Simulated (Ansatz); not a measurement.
# AlN: one change and its effect

System: AlN (F-43m, 2 atoms in the cell).
Method of run 1: DFT, PBEsol, plane waves, PAW, no spin polarisation (Ansatz 0.2.0).

The structure was built on a prototype by a generator. The geometry comes from this level: r2SCAN. Text and figures count atoms from 1; the logs count them from 0 in places.

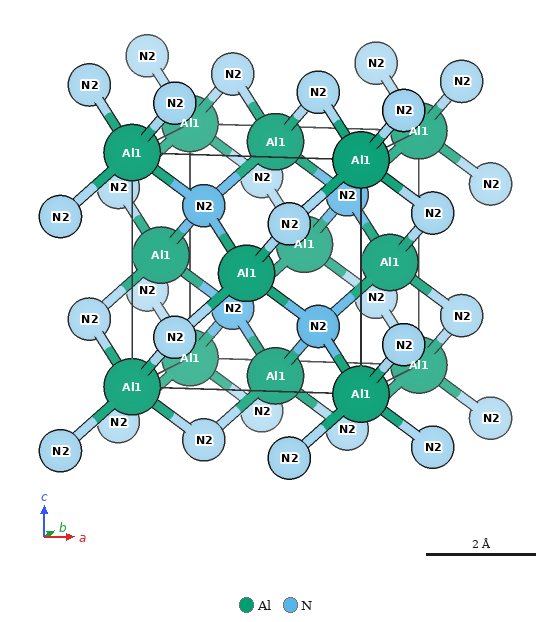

The input geometry (ball-and-stick view of the cell 4 times as large as that of the calculation, set on its symmetry axes, seen slightly off an axis; neighbours outside the cell are drawn fainter; atoms are numbered from 1 in the order of the input). An atom can appear more than once, as a periodic image. Near neighbours in the periodic cell (some may lie outside the picture): Al has 4 N at 1.89 Å; N has 4 Al at 1.89 Å.

## Input file, run 1
```yaml
crystal:
  lattice:
    - [0.0, 2.1848764208, 2.1848764208]
    - [2.1848764208, 0.0, 2.1848764208]
    - [2.1848764208, 2.1848764208, 0.0]
  atoms:
    - { symbol: Al, position: [0.0, 0.0, 0.0] }
    - { symbol: "N", position: [0.25, 0.25, 0.25] }
kpoints:
  mp_grid: { grid: [8, 8, 8] }
hamiltonian:
  xc: pbesol
scf:
  occupations: { method: fixed }
  n_extra_bands: 4
output:
  forces: true
  stress: true
  eigenvalues: true
basis:
  ecutwfc: 750
```

Launched with:
```bash
ansatz run input.yaml --threads 4 --pin off --max-ram 3686MiB --backend cpu --events-out ev --progress --plain --runs-dir out
```

Hardware: 4 threads of Arm Neoverse V2, 24 GiB of memory available, shared host.

## Output, shortened to warnings, some set-up lines, iterations and results (run 1)
```
Basis set: ecut = 750 eV, 941 PW (Γ), exchange–correlation on 60×60×60 points (8 copies of the dense FFT grid, shifted against one another)
Symmetry: 24 space group operations
k-points: 29 of 512 (time reversal used)
Initial density: superposition of atomic densities (neutral atoms: chi_scale 0, normalization atom), corrected by the library's trained network
[...]
SCF iter   1: F=—  HF=-905.925128 eV  |F-HF|=—  |Δ(HF+E_count)|=         —  Δρ=9.81e-3  dr2=2.16e-2  ethr=1.77e-3  ⟨swp⟩=4.8  Hψ=1549  notcnv=0  defer=6
SCF iter   2: F=—  HF=-905.919822 eV  |F-HF|=—  |Δ(HF+E_count)|=   5.31e-3  Δρ=4.22e-3  dr2=2.81e-3  ethr=2.70e-4  ⟨swp⟩=2.6  Hψ=574  notcnv=0  defer=55
SCF iter   3: F=—  HF=-905.918941 eV  |F-HF|=—  |Δ(HF+E_count)|=   8.80e-4  Δρ=6.82e-4  dr2=4.66e-5  ethr=3.52e-5  ⟨swp⟩=2.6  Hψ=385  notcnv=0  defer=53
SCF iter   4: F=—  HF=-905.918933 eV  |F-HF|=—  |Δ(HF+E_count)|=   7.98e-6  Δρ=5.17e-5  dr2=1.67e-7  ethr=5.83e-7  ⟨swp⟩=2.0  Hψ=308  notcnv=0
SCF iter   5: F=-905.918934 eV  HF=-905.918934 eV  |F-HF|=1.53e-9  |Δ(HF+E_count)|=   9.50e-8  Δρ=5.23e-6  dr2=2.17e-9  ethr=2.09e-9  ⟨swp⟩=2.6  Hψ=350  notcnv=0
SCF iter   6: F=-905.918934 eV  HF=-905.918934 eV  |F-HF|=2.52e-11  |Δ(HF+E_count)|=   1.76e-9  Δρ=4.60e-7  dr2=1.66e-11  ethr=2.71e-11  ⟨swp⟩=3.1  Hψ=1221  notcnv=0
SCF 1 converged in 6 iterations: F = -905.918934 eV  dr2 = 1.66e-11
SCF converged after 6 iterations
Free energy (F): -905.918934 eV
Harris-Foulkes:  -905.918934 eV  (|F-HF|=2.52e-11)
Internal energy: -905.918934 eV  (E = F + TS)
E sigma→0 (E₀):  -905.918934 eV
Fermi energy:    6.859959 eV
--- Per-component energies (eV) ---
  E_band       = 14.456563
  E_kinetic    = 158.695583
  E_local      = -221.788223  (includes V_loc(G=0)·N_el)
  E_nonlocal   = 55.821860
  E_hartree    = 76.248670
  E_xc         = -100.656761
  E_vxc        = -107.414532  (∫ρ·V_xc dr)
  E_paw        = -577.803598  (= ΣΔE_a)
  E_vpaw       = -23.355443  (= ΣTr[D̂ρ^β])
  E_aug_tail   = 0.000002  (compensation charges beyond the density's cutoff)
  E_ewald      = -296.483704
  E_core_change = 0.047238  (= ΣΔE_core)
  E_smearing   = -0.000000  (= −TS)
  E_closure    = -0.000000  (closes the sum)
  Σ components = -905.918934   (vs F -905.918934, Δ=0.00e0)
--- Forces (eV/Å), atoms counted from 1 ---
  atom   1  Al     0.00000000    -0.00000000    -0.00000000
  atom   2  N     -0.00000000     0.00000000    -0.00000000
  max |Σ_I F_I| component: 1.76e-16 eV/Å
--- Stress (GPa, compression-positive) ---
        1.083470       0.000000      -0.000000
        0.000000       1.083470       0.000000
       -0.000000       0.000000       1.083470
  P = ⅓ Tr σ = 1.0835 GPa (10.835 kbar)
```

For run 2 the input was changed thus:
```diff
-  ecutwfc: 750
+  ecutwfc: 350
```

What does this change do to the results?

The free energy of run 2 is 34.7 meV per atom higher, which measures how much it depends on this numerical setting. The pressure goes from 1.08 to 0.84 GPa. More plane waves can only lower the energy of a fixed Hamiltonian, so the higher cutoff gives the lower value. The number of SCF iterations is the same. The plane waves at Γ go from 941 to 331.

## Output, shortened to warnings, some set-up lines, iterations and results (run 2)
```
Warning: basis.ecutwfc = 350 eV is below the records' recommended 420 eV, and the density's cutoff is lower with it unless basis.ecutrho_ratio is high enough to keep the records' density cutoff: compare with a run at a higher cutoff
Basis set: ecut = 350 eV, 331 PW (Γ), exchange–correlation on 40×40×40 points (8 copies of the dense FFT grid, shifted against one another)
Symmetry: 24 space group operations
k-points: 29 of 512 (time reversal used)
Initial density: superposition of atomic densities (neutral atoms: chi_scale 0, normalization atom), corrected by the library's trained network
[...]
SCF iter   1: F=—  HF=-905.856522 eV  |F-HF|=—  |Δ(HF+E_count)|=         —  Δρ=1.14e-2  dr2=2.60e-2  ethr=1.77e-3  ⟨swp⟩=4.7  Hψ=1532  notcnv=0  defer=12
SCF iter   2: F=—  HF=-905.850258 eV  |F-HF|=—  |Δ(HF+E_count)|=   6.26e-3  Δρ=4.67e-3  dr2=3.68e-3  ethr=3.25e-4  ⟨swp⟩=2.8  Hψ=628  notcnv=0  defer=53
SCF iter   3: F=—  HF=-905.849248 eV  |F-HF|=—  |Δ(HF+E_count)|=   1.01e-3  Δρ=1.01e-3  dr2=4.72e-5  ethr=4.60e-5  ⟨swp⟩=2.4  Hψ=373  notcnv=0  defer=50
SCF iter   4: F=—  HF=-905.849473 eV  |F-HF|=—  |Δ(HF+E_count)|=   2.25e-4  Δρ=7.75e-5  dr2=3.95e-7  ethr=5.89e-7  ⟨swp⟩=2.6  Hψ=346  notcnv=0  defer=5
SCF iter   5: F=-905.849473 eV  HF=-905.849473 eV  |F-HF|=7.55e-10  |Δ(HF+E_count)|=   2.55e-7  Δρ=3.20e-6  dr2=1.64e-9  ethr=4.94e-9  ⟨swp⟩=2.0  Hψ=346  notcnv=0  defer=8
SCF iter   6: F=-905.849473 eV  HF=-905.849473 eV  |F-HF|=6.71e-12  |Δ(HF+E_count)|=  2.84e-10  Δρ=3.10e-7  dr2=8.58e-12  ethr=2.04e-11  ⟨swp⟩=3.1  Hψ=1211  notcnv=0
SCF 1 converged in 6 iterations: F = -905.849473 eV  dr2 = 8.58e-12
SCF converged after 6 iterations
Free energy (F): -905.849473 eV
Harris-Foulkes:  -905.849473 eV  (|F-HF|=6.71e-12)
Internal energy: -905.849473 eV  (E = F + TS)
E sigma→0 (E₀):  -905.849473 eV
Fermi energy:    6.853851 eV
--- Per-component energies (eV) ---
  E_band       = 14.447758
  E_kinetic    = 159.250016
  E_local      = -221.660099  (includes V_loc(G=0)·N_el)
  E_nonlocal   = 55.222203
  E_hartree    = 76.211387
  E_xc         = -100.820513
  E_vxc        = -107.629416  (∫ρ·V_xc dr)
  E_paw        = -577.616195  (= ΣΔE_a)
  E_vpaw       = -23.157920  (= ΣTr[D̂ρ^β])
  E_aug_tail   = 0.000194  (compensation charges beyond the density's cutoff)
  E_ewald      = -296.483704
  E_core_change = 0.047238  (= ΣΔE_core)
  E_smearing   = -0.000000  (= −TS)
  E_closure    = -0.000000  (closes the sum)
  Σ components = -905.849473   (vs F -905.849473, Δ=0.00e0)
--- Forces (eV/Å), atoms counted from 1 ---
  atom   1  Al     0.00000000    -0.00000000     0.00000000
  atom   2  N     -0.00000000     0.00000000     0.00000000
  max |Σ_I F_I| component: 2.22e-16 eV/Å
--- Stress (GPa, compression-positive) ---
        0.835735       0.000000      -0.000000
        0.000000       0.835735       0.000000
       -0.000000       0.000000       0.835735
  P = ⅓ Tr σ = 0.8357 GPa (8.357 kbar)
```

## The two runs side by side

| quantity | run 1 | run 2 |
| --- | --- | --- |
| outcome | converged | converged |
| free energy per atom (eV) | −452.9595 | −452.9247 |
| gap on the mesh (eV) | 3.19 | 3.20 |
| pressure (GPa) | 1.08 | 0.84 |
| largest force (eV/Å) | 0.000 | 0.000 |
| SCF iterations | 6 | 6 |
| irreducible k-points | 29 | 29 |
| plane waves at Γ | 941 | 331 |

For run 2: Warnings: the cutoff is below the recommended one.
